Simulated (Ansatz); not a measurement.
## Geometry relaxation, with input and output: Cu₁₀N (part 3 of 3)

The same run, continued: Cu₁₀N (slab, 11 atoms in the cell); DFT LDA, scalar-relativistic, plane waves, PAW, no spin polarisation (Ansatz 0.2.0); cutoff 420 eV, 8×8×1 k-mesh, Gaussian smearing of 0.1 eV. The structure derives from an entry of the Crystallography Open Database. The input holds or restrains some coordinates.

Geometry of the input (Å; fractional positions):
```
3.5186  0.0000  0.0000
0.0000  3.5186  0.0000
0.0000  0.0000  26.0373
Cu 0.0000  0.5000  0.3265
Cu 0.5000  0.0000  0.3265
Cu 0.5000  0.5000  0.3940
Cu 0.0000  0.0000  0.3940
Cu 0.0000  0.5000  0.4614
Cu 0.5000  0.0000  0.4614
Cu 0.5000  0.5000  0.5289
Cu 0.0000  0.0000  0.5289
Cu 0.0000  0.5000  0.5939
Cu 0.5000  0.0000  0.5939
N  0.5000  0.0000  0.6722
```

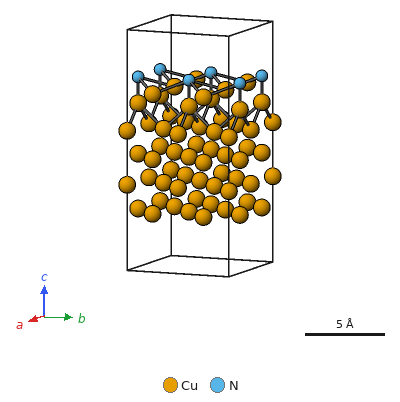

Fig. 1: The geometry at step 6 of the log (ball-and-stick view of the 2 × 2 repeat of the cell, with the vacuum cut short, seen slightly off an axis).

Output, continued:
```
  k-point 14: bands = ["-109.8046", "-109.3743", "-109.2995", "-109.2995", "-109.2490", "-109.1719", "-109.1719", "-108.8390", "-108.8244", "-108.2319", "-67.9328", "-67.4449", "-67.4449", "-67.2162", "-67.2162", "-67.2116", "-67.1751", "-67.1466", "-67.1146", "-67.1146", "-67.0777", "-67.0726", "-67.0708", "-67.0675", "-67.0542", "-67.0542", "-66.9945", "-66.9901", "-66.9680", "-66.9680", "-66.9182", "-66.7155", "-66.7155", "-66.6303", "-66.6303", "-66.6240", "-66.6132", "-66.0878", "-66.0878", "-66.0141", "-10.1805", "-2.8335", "-2.8222", "-2.7934", "-2.7934", "-2.4860", "-2.4860", "-1.9917", "-1.9845", "-1.7549", "-1.6364", "-1.6364", "-1.5158", "-1.0360", "-0.8872", "-0.8872", "-0.8751", "-0.8557", "-0.7456", "-0.7456", "-0.7180", "-0.5846", "-0.5846", "-0.5435", "-0.5198", "-0.5198", "-0.4939", "-0.4460", "-0.3655", "-0.2734", "-0.1231", "-0.1231", "0.0736", "0.0838", "0.2169", "0.2708", "0.2708", "0.5783", "0.5783", "0.6272", "0.6958", "0.6958", "0.7026", "0.7278", "0.8111", "0.9201", "0.9397", "0.9840", "0.9990", "0.9990", "1.0980", "1.1729", "1.1729", "1.6018", "2.1356", "2.1356", "2.2522", "2.3425", "2.4148", "2.5793", "2.5858", "2.5858", "5.0133", "5.0133", "5.0699", "6.1432", "6.1894", "8.2473", "8.3748", "8.3748", "8.7301", "10.2260", "10.7765", "10.7765", "10.8600", "12.3500", "12.3500"]
--- Relaxed structure (10 steps of the walk, 10 accepted, 0 SCFs on fresh bases) ---
  F+E_penalty+E_count = -65924.20737549 eV   max|allowed force component| = 2.316e-3 eV/Å
  atoms:
    - { symbol: Cu, position: [0.0, 0.5, 0.3264550412000001] }
    - { symbol: Cu, position: [0.5, 0.0, 0.3264550412000001] }
    - { symbol: Cu, position: [0.5, 0.5, 0.39402428280000007] }
    - { symbol: Cu, position: [0.0, 0.0, 0.39402428280000007] }
    - { symbol: Cu, position: [-2.8345925386196917e-19, 0.5, 0.46119828392320616] }
    - { symbol: Cu, position: [0.5, 0.0, 0.4624100298971992] }
    - { symbol: Cu, position: [0.5, 0.5, 0.5284301760980917] }
    - { symbol: Cu, position: [-7.226134945650602e-19, 0.0, 0.5284301760980917] }
    - { symbol: Cu, position: [6.456114075892633e-17, 0.5, 0.6387843504459877] }
    - { symbol: Cu, position: [0.5, 1.3683774464704104e-35, 0.5898801767698083] }
    - { symbol: N, position: [0.5, -5.473509785881642e-35, 0.655518396295266] }
```

Trajectory as extended XYZ (Å, eV, eV/Å), 10 frames, from step=1 to step=10:
```
11
Lattice="3.5186 0.0000 0.0000 0.0000 3.5186 0.0000 0.0000 0.0000 26.0373" Properties=species:S:1:pos:R:3:forces:R:3 step=1 energy=-65922.83108
Cu    0.0000    1.7593    8.5000    0.0000   0.0000   0.2534
Cu    1.7593    0.0000    8.5000    0.0000   0.0000   0.2392
Cu    1.7593    1.7593   10.2593    0.0000   0.0000  -0.2888
Cu    0.0000    0.0000   10.2593    0.0000   0.0000  -0.2888
Cu    0.0000    1.7593   12.0135    0.0000   0.0000   0.0472
Cu    1.7593    0.0000   12.0135    0.0000   0.0000   0.0185
Cu    1.7593    1.7593   13.7720    0.0000   0.0000  -0.2252
Cu    0.0000    0.0000   13.7720    0.0000   0.0000  -0.2252
Cu    0.0000    1.7593   15.4630    0.0000   0.0000   0.9097
Cu    1.7593    0.0000   15.4630    0.0000   0.0000   3.0232
N     1.7593    0.0000   17.5030    0.0000   0.0000  -3.4620
11
Lattice="3.5186 0.0000 0.0000 0.0000 3.5186 0.0000 0.0000 0.0000 26.0373" Properties=species:S:1:pos:R:3:forces:R:3 step=2 energy=-65923.50961
Cu    0.0000    1.7593    8.5000    0.0000   0.0000   0.2522
Cu    1.7593    0.0000    8.5000    0.0000   0.0000   0.2537
Cu    1.7593    1.7593   10.2593    0.0000   0.0000  -0.2692
Cu    0.0000    0.0000   10.2593    0.0000   0.0000  -0.2692
Cu    0.0000    1.7593   12.0195    0.0000   0.0000   0.0317
Cu    1.7593    0.0000   12.0186    0.0000   0.0000   0.0771
Cu    1.7593    1.7593   13.7810    0.0000   0.0000  -0.2261
Cu    0.0000    0.0000   13.7810    0.0000   0.0000  -0.2261
Cu    0.0000    1.7593   15.5166    0.0000   0.0000   0.7950
Cu    1.7593    0.0000   15.4614    0.0000   0.0000   2.4853
N     1.7593    0.0000   17.3092    0.0000   0.0000  -2.9033
11
Lattice="3.5186 0.0000 0.0000 0.0000 3.5186 0.0000 0.0000 0.0000 26.0373" Properties=species:S:1:pos:R:3:forces:R:3 step=3 energy=-65923.74324
Cu    0.0000    1.7593    8.5000    0.0000   0.0000   0.2417
Cu    1.7593    0.0000    8.5000    0.0000   0.0000   0.2590
Cu    1.7593    1.7593   10.2593    0.0000   0.0000  -0.2374
Cu    0.0000    0.0000   10.2593    0.0000   0.0000  -0.2374
Cu    0.0000    1.7593   12.0252    0.0000   0.0000   0.0547
Cu    1.7593    0.0000   12.0289    0.0000   0.0000   0.0972
Cu    1.7593    1.7593   13.7931    0.0000   0.0000  -0.0347
Cu    0.0000    0.0000   13.7931    0.0000   0.0000  -0.0347
Cu    0.0000    1.7593   15.5942    0.0000   0.0000   0.5173
Cu    1.7593    0.0000   15.5335    0.0000   0.0000  -3.3244
N     1.7593    0.0000   17.1144    0.0000   0.0000   2.7025
11
Lattice="3.5186 0.0000 0.0000 0.0000 3.5186 0.0000 0.0000 0.0000 26.0373" Properties=species:S:1:pos:R:3:forces:R:3 step=4 energy=-65923.98442
Cu    0.0000    1.7593    8.5000    0.0000   0.0000   0.2591
Cu    1.7593    0.0000    8.5000    0.0000   0.0000   0.2882
Cu    1.7593    1.7593   10.2593    0.0000   0.0000  -0.2594
Cu    0.0000    0.0000   10.2593    0.0000   0.0000  -0.2594
Cu    0.0000    1.7593   12.0107    0.0000   0.0000   0.0192
Cu    1.7593    0.0000   12.0425    0.0000   0.0000  -0.1027
Cu    1.7593    1.7593   13.7622    0.0000   0.0000   0.1868
Cu    0.0000    0.0000   13.7622    0.0000   0.0000   0.1868
Cu    0.0000    1.7593   15.7942    0.0000   0.0000   0.3194
Cu    1.7593    0.0000   15.4219    0.0000   0.0000  -0.2594
N     1.7593    0.0000   17.1001    0.0000   0.0000  -0.3770
11
Lattice="3.5186 0.0000 0.0000 0.0000 3.5186 0.0000 0.0000 0.0000 26.0373" Properties=species:S:1:pos:R:3:forces:R:3 step=5 energy=-65924.05736
Cu    0.0000    1.7593    8.5000    0.0000   0.0000   0.2684
Cu    1.7593    0.0000    8.5000    0.0000   0.0000   0.3037
Cu    1.7593    1.7593   10.2593    0.0000   0.0000  -0.2583
Cu    0.0000    0.0000   10.2593    0.0000   0.0000  -0.2583
Cu    0.0000    1.7593   12.0162    0.0000   0.0000   0.0263
Cu    1.7593    0.0000   12.0404    0.0000   0.0000   0.0431
Cu    1.7593    1.7593   13.7836    0.0000   0.0000  -0.5201
Cu    0.0000    0.0000   13.7836    0.0000   0.0000  -0.5201
Cu    0.0000    1.7593   15.9901    0.0000   0.0000   0.3323
Cu    1.7593    0.0000   15.2572    0.0000   0.0000   1.0820
N     1.7593    0.0000   16.9537    0.0000   0.0000  -0.4994
11
Lattice="3.5186 0.0000 0.0000 0.0000 3.5186 0.0000 0.0000 0.0000 26.0373" Properties=species:S:1:pos:R:3:forces:R:3 step=6 energy=-65924.14688
Cu    0.0000    1.7593    8.5000    0.0000   0.0000   0.2617
Cu    1.7593    0.0000    8.5000    0.0000   0.0000   0.3027
Cu    1.7593    1.7593   10.2593    0.0000   0.0000  -0.3603
Cu    0.0000    0.0000   10.2593    0.0000   0.0000  -0.3603
Cu    0.0000    1.7593   11.9965    0.0000   0.0000  -0.0543
Cu    1.7593    0.0000   12.0194    0.0000   0.0000  -0.0128
Cu    1.7593    1.7593   13.7249    0.0000   0.0000  -0.1027
Cu    0.0000    0.0000   13.7249    0.0000   0.0000  -0.1027
Cu    0.0000    1.7593   16.1850    0.0000   0.0000   0.2238
Cu    1.7593    0.0000   15.2531    0.0000   0.0000   0.3393
N     1.7593    0.0000   16.9437    0.0000   0.0000  -0.1344
11
Lattice="3.5186 0.0000 0.0000 0.0000 3.5186 0.0000 0.0000 0.0000 26.0373" Properties=species:S:1:pos:R:3:forces:R:3 step=7 energy=-65924.18577
Cu    0.0000    1.7593    8.5000    0.0000   0.0000   0.2548
Cu    1.7593    0.0000    8.5000    0.0000   0.0000   0.2985
Cu    1.7593    1.7593   10.2593    0.0000   0.0000  -0.3890
Cu    0.0000    0.0000   10.2593    0.0000   0.0000  -0.3890
Cu    0.0000    1.7593   11.9850    0.0000   0.0000   0.0679
Cu    1.7593    0.0000   12.0174    0.0000   0.0000   0.0413
Cu    1.7593    1.7593   13.7275    0.0000   0.0000  -0.0816
Cu    0.0000    0.0000   13.7275    0.0000   0.0000  -0.0816
Cu    0.0000    1.7593   16.3802    0.0000   0.0000   0.1220
Cu    1.7593    0.0000   15.2812    0.0000   0.0000   0.0427
N     1.7593    0.0000   16.9729    0.0000   0.0000   0.1131
11
Lattice="3.5186 0.0000 0.0000 0.0000 3.5186 0.0000 0.0000 0.0000 26.0373" Properties=species:S:1:pos:R:3:forces:R:3 step=8 energy=-65924.20474
Cu    0.0000    1.7593    8.5000    0.0000   0.0000   0.2551
Cu    1.7593    0.0000    8.5000    0.0000   0.0000   0.3012
Cu    1.7593    1.7593   10.2593    0.0000   0.0000  -0.2748
Cu    0.0000    0.0000   10.2593    0.0000   0.0000  -0.2748
Cu    0.0000    1.7593   12.0127    0.0000   0.0000  -0.1048
Cu    1.7593    0.0000   12.0389    0.0000   0.0000  -0.0646
Cu    1.7593    1.7593   13.7449    0.0000   0.0000   0.0415
Cu    0.0000    0.0000   13.7449    0.0000   0.0000   0.0415
Cu    0.0000    1.7593   16.5756    0.0000   0.0000   0.0122
Cu    1.7593    0.0000   15.3332    0.0000   0.0000  -0.0882
N     1.7593    0.0000   17.0337    0.0000   0.0000   0.1551
11
Lattice="3.5186 0.0000 0.0000 0.0000 3.5186 0.0000 0.0000 0.0000 26.0373" Properties=species:S:1:pos:R:3:forces:R:3 step=9 energy=-65924.20728
Cu    0.0000    1.7593    8.5000    0.0000   0.0000   0.2551
Cu    1.7593    0.0000    8.5000    0.0000   0.0000   0.3016
Cu    1.7593    1.7593   10.2593    0.0000   0.0000  -0.2799
Cu    0.0000    0.0000   10.2593    0.0000   0.0000  -0.2799
Cu    0.0000    1.7593   12.0079    0.0000   0.0000   0.0050
Cu    1.7593    0.0000   12.0396    0.0000   0.0000   0.0038
Cu    1.7593    1.7593   13.7591    0.0000   0.0000   0.0044
Cu    0.0000    0.0000   13.7591    0.0000   0.0000   0.0044
Cu    0.0000    1.7593   16.6276    0.0000   0.0000   0.0121
Cu    1.7593    0.0000   15.3608    0.0000   0.0000   0.0253
N     1.7593    0.0000   17.0713    0.0000   0.0000  -0.0524
11
Lattice="3.5186 0.0000 0.0000 0.0000 3.5186 0.0000 0.0000 0.0000 26.0373" Properties=species:S:1:pos:R:3:forces:R:3 step=10 energy=-65924.20737
Cu    0.0000    1.7593    8.5000    0.0000   0.0000   0.2547
Cu    1.7593    0.0000    8.5000    0.0000   0.0000   0.3013
Cu    1.7593    1.7593   10.2593    0.0000   0.0000  -0.2783
Cu    0.0000    0.0000   10.2593    0.0000   0.0000  -0.2783
Cu    0.0000    1.7593   12.0083    0.0000   0.0000  -0.0005
Cu    1.7593    0.0000   12.0399    0.0000   0.0000   0.0001
Cu    1.7593    1.7593   13.7589    0.0000   0.0000   0.0003
Cu    0.0000    0.0000   13.7589    0.0000   0.0000   0.0003
Cu    0.0000    1.7593   16.6322    0.0000   0.0000   0.0009
Cu    1.7593    0.0000   15.3589    0.0000   0.0000   0.0016
N     1.7593    0.0000   17.0679    0.0000   0.0000  -0.0023
```

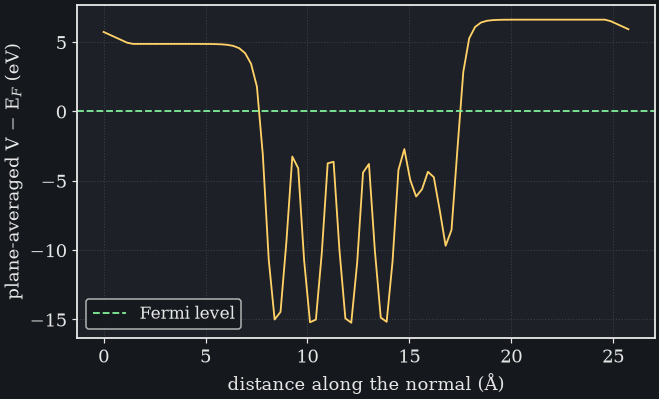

Fig. 2: Plane average of the electrostatic potential energy of an electron across the cell, from the Fermi level. The vacuum level lies 6.62 eV above the Fermi level on the upper side and 4.87 eV on the lower.

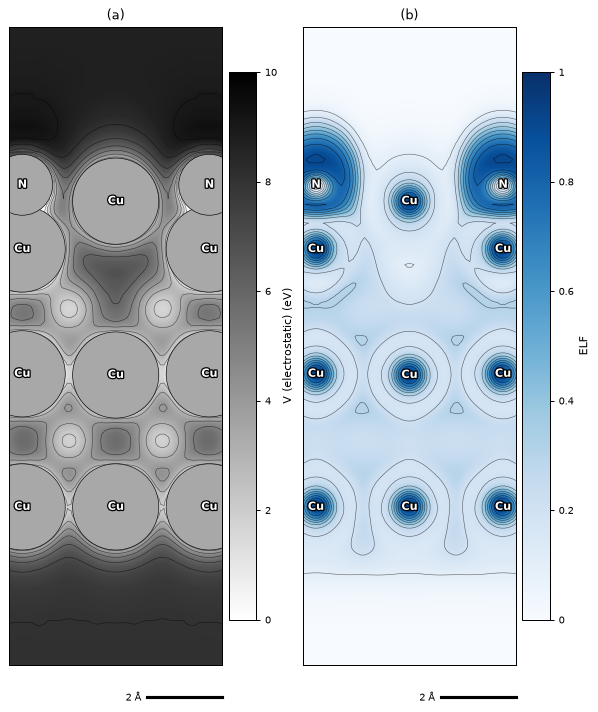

Fig. 3: (a) electrostatic potential (local pseudopotential plus Hartree) felt by an electron; (b) electron localisation function on the (11̄0) plane of the calculation cell, a cut from vacuum to vacuum. Grey discs, where drawn, cover atomic cores. The plane passes through Cu and N nuclei. Cu–N (1.71 Å): the ELF is about 0.35 at the midpoint; no shared pair; the contact is polar. Cu–Cu (2.49 Å): the ELF is about 0.25 at the midpoint; no localised pair between them. Cu–Cu (2.49 Å): the ELF is about 0.25 at the midpoint (no localised pair between them). The strong features right at Cu lie inside the PAW spheres (semicore, d or f shells) and say nothing about bonding. In a PAW calculation such maps are meaningful between the atoms, not at the nuclei.

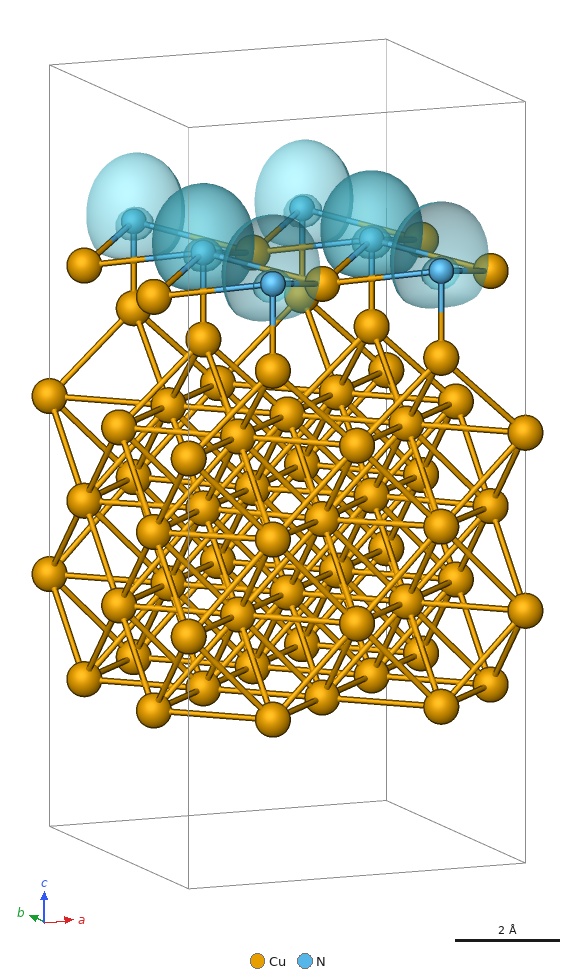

Fig. 4: Isosurface of the ELF at 0.6 (cyan), seen slightly off an axis. Only the valence region is drawn (cores and ρ < 0.01 e/Å³ removed). Sticks mark near contacts. Counts are for one cell; the picture repeats the cell along the surface.  Values along the shortest contacts: Cu–N (1.71 Å): the ELF is about 0.35 at the midpoint (a polar contact without a shared pair, in a metal). Cu–Cu (2.38 Å): the ELF is about 0.25 at the midpoint (no shared electron pair).

Key numbers:

```tsv
quantity	value
outcome	converged under the restraints of the input
electrons treated	195
free energy	−65924.2074 eV
work function, top face	6.62 eV
work function, bottom face	4.87 eV
Fermi energy	2.637 eV
gap on the k-point mesh	none (metallic)
final volume	322.36 Å³
work function (upper face)	6.62 eV
largest force (length of the vector) at the end, held atoms and coordinates included	0.301 eV/Å
hardware	2 threads of Intel Xeon @ 2.10GHz (Emerald Rapids), 189 GiB of memory available, shared host
wall time	10 min (CPU time 20 min)
peak memory	0.95 GiB
```

Remarks:

The program warns: the exchange-correlation potential is rough where the density is thin. The cell holds an odd number of electrons but the run has no spin polarisation, so it comes out as a metal.
